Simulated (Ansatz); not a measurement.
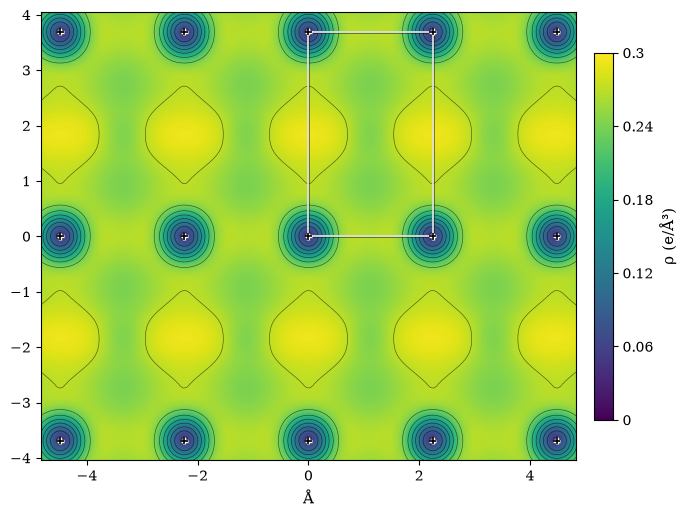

The valence electron density on a plane through atoms (crosses mark nuclei in the plane).

Method: DFT PBE, scalar-relativistic, plane waves, PAW (Ansatz).

Candidates:
A. Be, a = 2.24 Å, b = 2.24 Å, c = 3.69 Å, α = 90.00°, β = 90.00°, γ = 120.00°. Space group P6₃/mmc; changed on purpose from its base cell (strain -0.025 along x and y, +0.025 along z, atoms carried along); computed pressure about −2 GPa in this cell.
B. NaCl, a = 4.00 Å, b = 4.00 Å, c = 5.76 Å, α = 90.00°, β = 90.00°, γ = 90.00°. Space group I4/mmm; changed on purpose from its base cell (strain +0.0175 x Voigt [0, 1, 0, 0, 0, 0], atoms carried along).

Which candidate gave the map?

Answer. Candidate A: Be on the (100) plane of the conventional cell, which holds Be. Be–Be (2.24 Å): the density is about 0.27 e/Å³ at the midpoint.
